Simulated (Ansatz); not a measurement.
Consider AlNi.

Input file:

```
crystal:
  lattice:
    - [1.938694, -1.95319015, 0.0]
    - [1.938694, 1.95319015, 0.0]
    - [0.0, 0.0, 3.0994300413]
  atoms:
    - { symbol: Al, position: [0.0, 0.0, 0.0] }
    - { symbol: Ni, position: [0.5, 0.5, 0.5] }
basis:
  ecutwfc: 500
kpoints:
  mp_grid: { grid: [16, 16, 14] }
hamiltonian:
  xc: r2scan
scf:
  occupations: { method: gaussian, width: 0.1 }
output:
  forces: true
  stress: true
  eigenvalues: true
  write_density: true
  write_potential: true
  elf: true
  volumetric_format: npy
relax:
  adjacent_minimum: "off"
  f_tol: 0.005
  max_steps: 80
  cell: { stress_tol: 0.05 }
```

Launched as:

```sh
ansatz run input.yaml --threads 2 --pin off --max-ram 5120MiB --backend cpu --events-out ev --progress --plain --runs-dir out
```

Below, planes, directions and counts refer to the standardised cell (a = 2.86 Å, b = 2.86 Å, c = 2.87 Å, α = 90.00°, β = 90.00°, γ = 89.99°).

The fields are those of the run's last geometry, not of the input's.

Space group P4/mmm; a structure from a database of computed crystals, not necessarily the ambient phase; computed without spin polarisation.

These are results of Ansatz, DFT r2SCAN, scalar-relativistic, plane waves, PAW, not measurements.

Question: What will maps of the valence pseudo-density and electron localisation function show?

Answer: Al–Ni (2.48 Å): the density is about 0.3 e/Å³ at the midpoint; the ELF is about 0.40 at the midpoint.

Question: Does the calculation make it a metal, or give it a gap?

Answer: It is metallic or semimetallic at this level of theory: no gap opens.

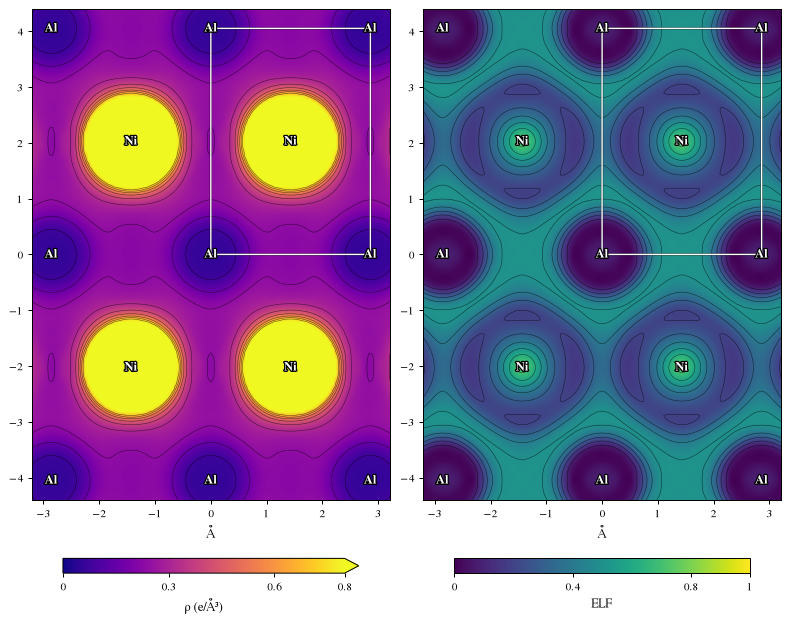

Computed valence pseudo-density and electron localisation function on the (101) plane of the standardised cell, in this order. 
